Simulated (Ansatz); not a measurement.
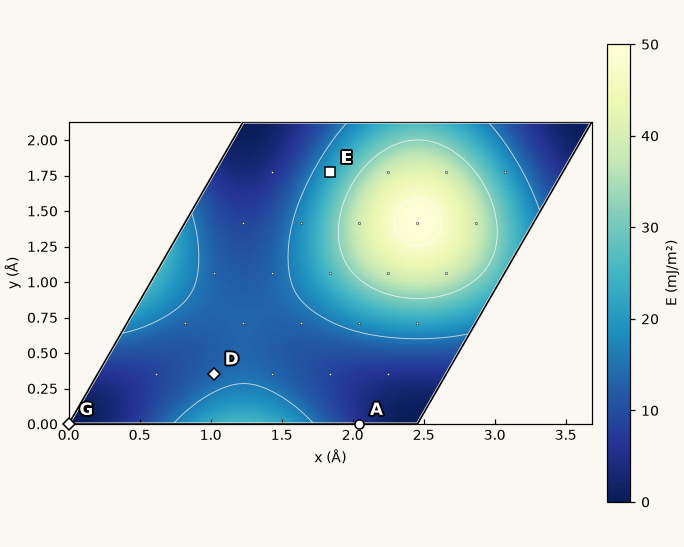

C (C2/m, No. 12; 6 atoms in the cell). The crystal above one (0 0 1) plane is slid rigidly over the crystal below it (one fault a cell, nothing relaxed). Places are given modulo a cell vector. The map is drawn in real space over the plane of the slide. Grid: 6 × 6 points; 21 points were computed and 15 follow by symmetry. Energies: mJ/m², counted from the lowest grid point. Level of theory: Ansatz, DFT r2SCAN, scalar-relativistic, plane waves, PAW. Settings: cutoff 500 eV, k-mesh 12×12×3 in the order of the run's cell vectors, gaussian smearing 0.05 eV, no spin polarisation.

The picture shows a smooth colour map with a few white contour lines, dots at the grid points, the outline of one cell of the plane, lettered points. Between grid points the surface is interpolated.

### What kind of point is each of E, G: minimum, saddle, maximum or slope?

E: on a slope; G: minimum. (In these two coordinates alone; a stationary point may lie a little off the grid point.)

### Rank the lettered points by energy, lowest first.

G (0.0 mJ/m²), A (6.1 mJ/m²), D (13.5 mJ/m²), E (21.9 mJ/m²).
